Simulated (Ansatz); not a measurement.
Nudged elastic band, with input and output: Ti₈Si₁₆H (part 2 of 3)

Continued. System: Ti₈Si₁₆H (defect cell, 25 atoms in the cell). Method: DFT PBE, scalar-relativistic, plane waves, PAW, no spin polarisation (Ansatz 0.2.0); cutoff 420 eV, 4×4×4 k-mesh, Gaussian smearing of 0.1 eV. The structure derives from a Materials Project entry. It belongs to a series of runs on one base structure; here: climbing-image band for the jump of H by 2.14 A.

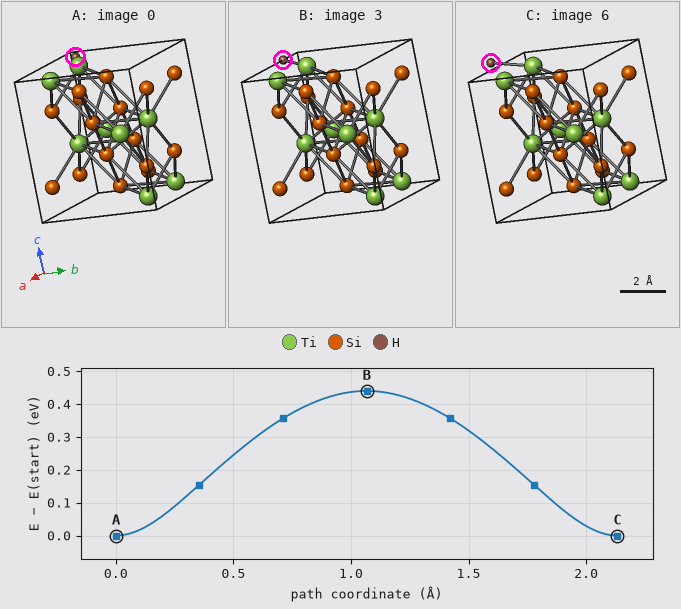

Images of the last band (counted from 0; ball-and-stick, reduced simulation cell, seen slightly off an axis), with the moving atom and its periodic copies ringed, above the energy along the path; the line is a cubic interpolation that uses the forces. The highest image is number 3, 0.440 eV above the start and 0.440 eV above the end (the climbing image); start and end have the same energy. The path is 2.13 Å long, and H25 moves most (2.14 Å). The band converged in 3 iterations.

```
SCF converged after 6 iterations
Free energy (F): -30198.099312 eV
Harris-Foulkes:  -30198.099312 eV  (|F-HF|=2.92e-9)
Internal energy: -30198.061206 eV  (E = F + TS)
E sigma→0 (E₀):  -30198.080259 eV
Entropy (-TS):   -0.038105 eV (-1.524 meV/atom)
Fermi energy:    12.911650 eV
--- Per-component energies (eV) ---
  E_band       = -904.704828
  E_kinetic    = 2896.289484
  E_local      = -8322.692961  (includes V_loc(G=0)·N_el)
  E_nonlocal   = 476.182416
  E_hartree    = 3617.962972
  E_xc         = -1702.074982
  E_vxc        = -1776.670944  (∫ρ·V_xc dr)
  E_paw        = -16588.863912  (= ΣΔE_a)
  E_vpaw       = -1413.744385  (= ΣTr[D̂ρ^β])
  E_aug_tail   = -0.000063  (compensation charges beyond the density's cutoff)
  E_ewald      = -10574.864161
  E_smearing   = -0.038105  (= −TS)
  E_closure    = 0.000000  (closes the sum)
  Σ components = -30198.099312   (vs F -30198.099312, Δ=0.00e0)
--- Forces (eV/Å), atoms counted from 1 ---
  atom   1  Ti     0.00240771    -0.02147234    -0.01275389
  atom   2  Ti     0.00529027     0.02015963     0.00841250
  atom   3  Ti    -0.00928909    -0.01033840     0.00476232
  atom   4  Ti    -0.00090358    -0.01746456    -0.00035834
  atom   5  Ti     0.00090328     0.01746457     0.00035844
  atom   6  Ti     0.00928890     0.01033835    -0.00476242
  atom   7  Ti    -0.00529008    -0.02015987    -0.00841236
  atom   8  Ti    -0.00240772     0.02147224     0.01275380
  atom   9  Si     0.00096943     0.01333001     0.01046232
  atom  10  Si     0.00211109    -0.03215153     0.00874786
  atom  11  Si    -0.00480017    -0.03222308     0.00777334
  atom  12  Si     0.00083915     0.01415146     0.00589223
  atom  13  Si    -0.00083925    -0.01415147    -0.00589227
  atom  14  Si     0.00480015     0.03222305    -0.00777325
  atom  15  Si    -0.00211102     0.03215148    -0.00874793
  atom  16  Si    -0.00096926    -0.01333011    -0.01046226
  atom  17  Si    -0.00358135    -0.00168161    -0.00078151
  atom  18  Si    -0.00922709    -0.00236386     0.00174421
  atom  19  Si     0.01298361     0.01463364    -0.00932190
  atom  20  Si     0.00697809    -0.00279676    -0.01175165
  atom  21  Si    -0.00697804     0.00279690     0.01175162
  atom  22  Si    -0.01298359    -0.01463332     0.00932189
  atom  23  Si     0.00922713     0.00236398    -0.00174416
  atom  24  Si     0.00358134     0.00168174     0.00078149
  atom  25  H     -0.00000001    -0.00000014    -0.00000007
  max |Σ_I F_I| component: 1.01e-7 eV/Å
--- Band table (eV; the first three rows and the last of 36) ---
  k-point 0: bands = ["-43.9328", "-43.9271", "-43.9204", "-43.9175", "-43.9163", "-43.9112", "-43.8943", "-43.8905", "-20.3735", "-20.3173", "-20.3022", "-20.3006", "-20.2975", "-20.2928", "-20.2836", "-20.2760", "-20.2758", "-20.2641", "-20.2570", "-20.2546", "-20.2520", "-20.2398", "-20.2331", "-20.2250", "-20.2245", "-20.2194", "-20.2141", "-20.2090", "-20.2003", "-20.1997", "-20.1836", "-20.1733", "-0.2478", "1.8941", "2.0480", "2.9687", "3.2785", "3.3838", "3.4406", "3.4649", "3.4687", "3.8758", "4.1734", "4.2322", "4.2458", "4.2985", "5.8106", "7.4020", "8.1739", "8.2672", "8.5074", "8.5238", "8.5310", "8.8643", "9.1238", "9.1471", "9.1961", "9.4196", "9.4286", "9.6412", "9.7723", "9.9108", "10.1598", "10.1702", "10.1835", "10.2363", "10.2989", "10.3374", "10.3626", "10.3875", "10.3886", "10.4365", "10.6460", "10.7648", "10.8152", "11.1486", "11.3021", "12.0677", "12.2540", "12.2656", "13.3285", "13.5700", "13.6491", "13.6826", "13.9434", "14.0198", "14.0846", "14.1297", "14.2470", "14.3180", "14.3426", "14.3471", "14.3545", "14.5346", "14.5943", "14.6010", "14.6116", "14.6148", "14.6648", "14.8034", "14.8712", "14.8850", "15.0088", "15.0252", "15.2813", "15.2864"]
  k-point 1: bands = ["-43.9328", "-43.9272", "-43.9204", "-43.9176", "-43.9162", "-43.9112", "-43.8943", "-43.8905", "-20.3736", "-20.3089", "-20.3020", "-20.2998", "-20.2928", "-20.2924", "-20.2891", "-20.2866", "-20.2826", "-20.2637", "-20.2573", "-20.2525", "-20.2441", "-20.2398", "-20.2311", "-20.2280", "-20.2246", "-20.2198", "-20.2139", "-20.2091", "-20.2007", "-20.1991", "-20.1838", "-20.1733", "-0.0547", "1.3674", "1.9820", "2.5930", "3.0806", "3.1265", "3.4271", "3.7747", "3.8918", "3.8999", "4.4971", "4.5421", "4.7857", "4.8160", "5.9356", "6.5944", "7.2791", "7.3156", "8.1868", "8.2468", "8.9253", "9.0411", "9.0723", "9.2328", "9.2835", "9.5670", "9.6840", "9.7224", "9.7802", "9.8011", "9.8781", "10.0414", "10.1135", "10.1706", "10.2014", "10.3370", "10.3992", "10.4367", "10.4725", "10.9033", "11.1485", "11.2225", "11.2384", "11.3110", "11.4072", "11.8570", "11.9141", "12.8384", "13.0518", "13.3408", "13.5410", "13.6523", "13.6905", "13.7509", "13.9466", "13.9767", "14.0499", "14.2834", "14.2983", "14.3381", "14.4983", "14.5450", "14.5547", "14.6298", "14.6824", "14.7056", "14.8351", "14.8915", "14.9625", "14.9958", "15.0790", "15.2738", "15.2833", "15.4243"]
  k-point 2: bands = ["-43.9327", "-43.9272", "-43.9204", "-43.9178", "-43.9161", "-43.9113", "-43.8942", "-43.8905", "-20.3736", "-20.3032", "-20.3025", "-20.2990", "-20.2980", "-20.2923", "-20.2896", "-20.2826", "-20.2754", "-20.2653", "-20.2632", "-20.2575", "-20.2527", "-20.2398", "-20.2251", "-20.2250", "-20.2242", "-20.2200", "-20.2138", "-20.2093", "-20.2009", "-20.1987", "-20.1839", "-20.1733", "0.4596", "0.5615", "2.1307", "2.3005", "3.0045", "3.0085", "3.2840", "3.6165", "4.1396", "4.1599", "5.1166", "5.1204", "5.2325", "5.2362", "6.2412", "6.4549", "6.4984", "6.5905", "6.7835", "8.2802", "8.5949", "8.7379", "9.2105", "9.2610", "9.3875", "9.4897", "9.5767", "9.6141", "9.8448", "9.9060", "9.9668", "10.0706", "10.2210", "10.4039", "10.4104", "10.4213", "10.4319", "10.4461", "10.7814", "10.8002", "11.2977", "11.4283", "11.6138", "11.7365", "11.9404", "11.9742", "12.2696", "12.3075", "12.8951", "13.1449", "13.3027", "13.3870", "13.5358", "13.5592", "13.6538", "13.7265", "13.9921", "14.1094", "14.3095", "14.3542", "14.5008", "14.5096", "14.5888", "14.5918", "14.7048", "14.7344", "14.8440", "15.1491", "15.1865", "15.2415", "15.2544", "15.3029", "15.4248", "15.4528"]
  k-point 35: bands = ["-43.9316", "-43.9280", "-43.9210", "-43.9172", "-43.9159", "-43.9115", "-43.8946", "-43.8905", "-20.3675", "-20.3034", "-20.2979", "-20.2934", "-20.2910", "-20.2851", "-20.2826", "-20.2797", "-20.2747", "-20.2696", "-20.2511", "-20.2490", "-20.2461", "-20.2442", "-20.2367", "-20.2335", "-20.2325", "-20.2308", "-20.2267", "-20.2071", "-20.2025", "-20.2002", "-20.1927", "-20.1717", "0.6730", "0.8374", "2.1324", "2.3816", "2.4248", "2.4586", "2.6088", "2.6868", "4.8857", "5.1489", "5.2455", "5.2614", "6.1941", "6.4919", "6.5124", "6.6215", "6.6314", "7.3885", "7.4436", "7.5665", "7.6546", "7.6662", "8.7071", "8.8525", "8.9020", "9.0274", "9.1118", "9.2290", "9.5328", "9.7117", "9.7668", "9.8043", "9.9605", "10.1931", "10.3334", "10.4100", "10.4647", "10.5185", "10.8704", "11.1781", "11.2036", "11.4151", "11.4871", "11.5411", "11.6282", "11.7123", "12.5456", "12.5782", "13.1182", "13.1292", "13.4050", "13.4494", "13.4649", "13.5627", "13.8393", "14.0272", "14.0910", "14.1079", "14.3513", "14.3964", "14.6878", "14.7311", "14.7555", "14.8088", "14.9012", "14.9707", "15.0731", "15.1204", "15.1734", "15.2418", "15.3422", "15.3514", "15.4169", "15.4558"]
this run last wrote the band of iteration 3 to [file]
--- NEB band (7 images, 3 band iterations, 109 SCF iterations) ---
  forward barrier  = 0.440054 eV
  backward barrier = 0.440054 eV
  lagrangian_above_aufbau_ev (what the smearing adds, to first order; not taken off the barriers): saddle image -0.020433 eV, end points -0.020492 and -0.020492 eV
  climbing image's point = of an order that was not read
  energies are F+E_penalty+E_count in eV, relative to image 0
  image     s (Å)  Δ vs image 0  max|band force component| (eV/Å)
      0    0.0000      0.000000                                 —
      1    0.3555      0.155217                          2.299e-2
      2    0.7110      0.356666                          3.174e-2
  *   3    1.0664      0.440054                          3.222e-2
      4    1.4219      0.356666                          3.174e-2
      5    1.7774      0.155217                          2.299e-2
      6    2.1329     -0.000000                                 —
  climbing-image geometry (image 3):
  cell:  # Å, volume = 344.3784 Å³
    - [0.0, 0.0, -7.1584442808]
    - [-1.7738039275, -6.7803428759, -3.5792221404]
    - [-7.0952157102, 0.0, -3.5792221404]
  atoms:
    - { symbol: Ti, position: [0.20423867979778992, 0.7842082952479914, 0.054133343850271076] }
    - { symbol: Ti, position: [0.7029224635411955, 0.7930068117106072, 0.05210256930837176] }
    - { symbol: Ti, position: [0.9541090881366078, 0.7940129398887483, 0.5490194355688542] }
    - { symbol: Ti, position: [0.45268864605590253, 0.793883526232293, 0.5537649429923645] }
    - { symbol: Ti, position: [0.047311356217790645, 0.20611647440950898, 0.4462350542637811] }
    - { symbol: Ti, position: [0.5458909123921327, 0.20598705822657185, 0.4509805640972432] }
    - { symbol: Ti, position: [0.7970775378954961, 0.20699318587675022, 0.9478974327099169] }
    - { symbol: Ti, position: [0.2957613190886893, 0.2157917036283729, 0.9458666572499267] }
    - { symbol: Si, position: [0.45551254729651997, 0.11694962339431972, 0.22056178134181315] }
    - { symbol: Si, position: [0.9505191823446595, 0.12318292913572648, 0.22203128588734483] }
    - { symbol: Si, position: [0.20378888427408048, 0.12317612937231628, 0.7158314678189718] }
    - { symbol: Si, position: [0.705103277369473, 0.11727388805523192, 0.7207930998291894] }
    - { symbol: Si, position: [0.7948967237792421, 0.8827261119379355, 0.27920689947034] }
    - { symbol: Si, position: [0.2962111166230763, 0.8768238703861627, 0.284168531259262] }
    - { symbol: Si, position: [0.54948081672836, 0.8768170700320898, 0.7779687156403243] }
    - { symbol: Si, position: [0.04448745346067917, 0.8830503761332585, 0.7794382191911285] }
    - { symbol: Si, position: [0.6868440430625369, 0.4997036628309244, 0.3755179975017599] }
    - { symbol: Si, position: [0.18774990628046678, 0.4971833367145105, 0.3760596833551491] }
    - { symbol: Si, position: [0.4407149819281212, 0.5007472651924451, 0.8747584092319356] }
    - { symbol: Si, position: [0.9356420956069715, 0.5025589635428416, 0.8737683998656558] }
    - { symbol: Si, position: [0.5643579032549633, 0.4974410381879494, 0.12623159988572222] }
    - { symbol: Si, position: [0.05928501684152082, 0.4992527379874679, 0.12524158969511068] }
    - { symbol: Si, position: [0.31225009355720457, 0.5028166644330665, 0.6239403169072169] }
    - { symbol: Si, position: [0.8131559568689217, 0.5002963380940336, 0.6244820024882676] }
    - { symbol: H, position: [0.2499999975976019, -6.511240895299956e-10, 1.0000000005900782] }
```

The last band as extended XYZ (Å, eV, eV/Å)
```
25
Lattice="0.0000 0.0000 -7.1584 -1.7738 -6.7803 -3.5792 -7.0952 0.0000 -3.5792" Properties=species:S:1:pos:R:3:forces:R:3 image=0 energy=-30198.53937
Ti   -1.7741   -5.3557   -4.4748    0.0037  -0.0084   0.0010
Ti   -1.7758   -5.3808   -8.0535    0.0016  -0.0059  -0.0003
Ti   -5.3154   -5.3814  -11.6331   -0.0066   0.0063   0.0020
Ti   -5.3299   -5.3802   -8.0538    0.0027   0.0089   0.0001
Ti   -3.5473   -1.4118   -2.6837   -0.0052   0.0053   0.0010
Ti   -3.5477   -1.4115   -6.2654   -0.0010   0.0044   0.0003
Ti   -7.0933   -1.4012   -9.8590    0.0008  -0.0078   0.0021
Ti   -7.0934   -1.4020   -6.2486    0.0020  -0.0004   0.0000
Si   -1.7697   -0.7962   -4.4745    0.0005  -0.0003  -0.0016
Si   -1.8534   -0.8123   -8.0537   -0.0012  -0.0008   0.0005
Si   -5.2386   -0.8154   -4.4745   -0.0033   0.0004  -0.0001
Si   -5.3244   -0.7981   -8.0537   -0.0011   0.0020  -0.0007
Si   -3.5532   -5.9643   -9.8373   -0.0041  -0.0006  -0.0031
Si   -3.5535   -5.9645   -6.2702   -0.0018   0.0005   0.0029
Si   -7.0919   -5.9668   -9.8486    0.0030  -0.0011   0.0005
Si   -7.0924   -5.9667   -6.2589    0.0063  -0.0011  -0.0008
Si   -3.5514   -3.3971   -8.0536    0.0025   0.0048  -0.0002
Si   -3.5476   -3.3885   -4.4745    0.0046   0.0012  -0.0001
Si   -7.0945   -3.3842   -8.0542   -0.0025  -0.0042   0.0036
Si   -7.0948   -3.4154  -11.6324   -0.0034  -0.0015  -0.0038
Si   -1.7744   -3.3907   -6.2685   -0.0018  -0.0020   0.0012
Si   -1.7739   -3.3915   -2.6803   -0.0034   0.0022  -0.0023
Si   -5.3208   -3.3953   -6.2642    0.0035  -0.0001   0.0012
Si   -5.3203   -3.3952   -9.8431    0.0021  -0.0003  -0.0024
H    -7.0951   -0.5905   -4.4746    0.0019  -0.0016  -0.0009
```
